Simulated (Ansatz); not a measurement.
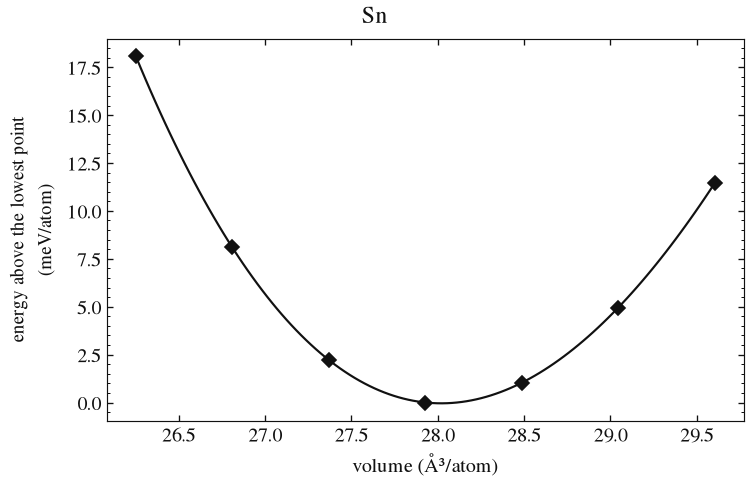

Plotted: energy above the lowest point against volume for Sn, space group Fm-3m (No. 225) (one of a set of cubic test structures, which need not be the stable phase).

Calculation (Ansatz 0.2.0 development build): equation of state of a cubic crystal from periodic Kohn-Sham density functional theory without spin, third-order Birch-Murnaghan fit to the free energies; pressure corrected for the finite basis. Level: PBE.

| setting | value |
| --- | --- |
| structure type | fcc |
| atoms in cell | 1 |
| space group number | 225 |
| lattice centring | face-centred primitive |
| k mesh | 13×13×13 |
| occupation method | Fermi–Dirac |
| occupation width | 0.06123 eV |
| wave cutoff | 420 eV |
| datasets | soft-1 PAW |
| density tolerance | 1e−07 eV |
| bands | 11 |
| density cutoff ratio | 4 |
| search for lower states | default |

From this curve and the settings, what does the calculation give for the pressure at the same points?

The pressure falls from 3.492 GPa at volume 26.25 Å³/atom to −2.203 GPa at 29.60 Å³/atom, and changes sign near 28.02 Å³/atom.

| volume (Å³/atom) | pressure (GPa) |
| --- | --- |
| 26.25 | 3.492 |
| 26.81 | 2.252 |
| 27.37 | 1.141 |
| 27.93 | 0.150 |
| 28.49 | −0.730 |
| 29.04 | −1.507 |
| 29.60 | −2.203 |

Note: cubic model structure, not the ambient form; modest k-mesh, values are not fully converged in k.
